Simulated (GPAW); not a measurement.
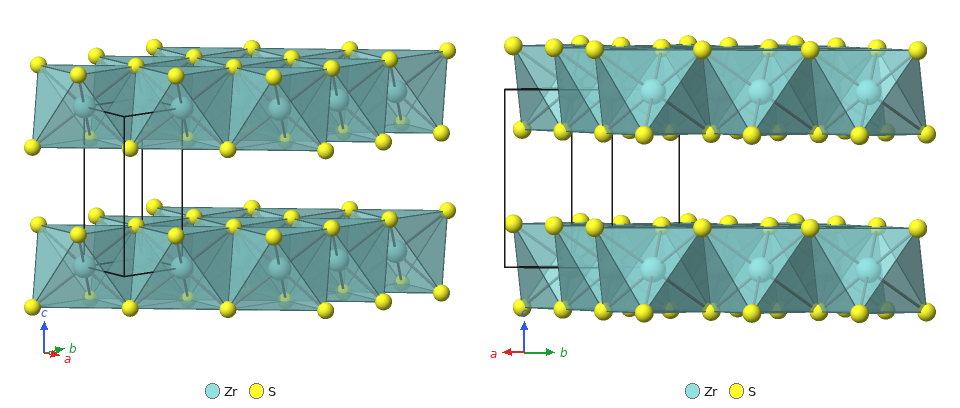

Polyhedra are drawn about Zr (bonds: S–Zr below 2.9 Å); other atoms are plain spheres. Two views of the same piece.

ZrS2 (space group P-3m1, No. 164). Coordinates: a cell listed in the Materials Project, as set up for an electronic-structure calculation.

Sharing among the drawn polyhedra:

```tsv
site	polyhedron	corner-sharing neighbours	edge-sharing	face-sharing	bond (Å)
Zr	ZrS6 octahedron	0	6	0	2.57
```

They form layers of edge-sharing octahedra parallel to (001).
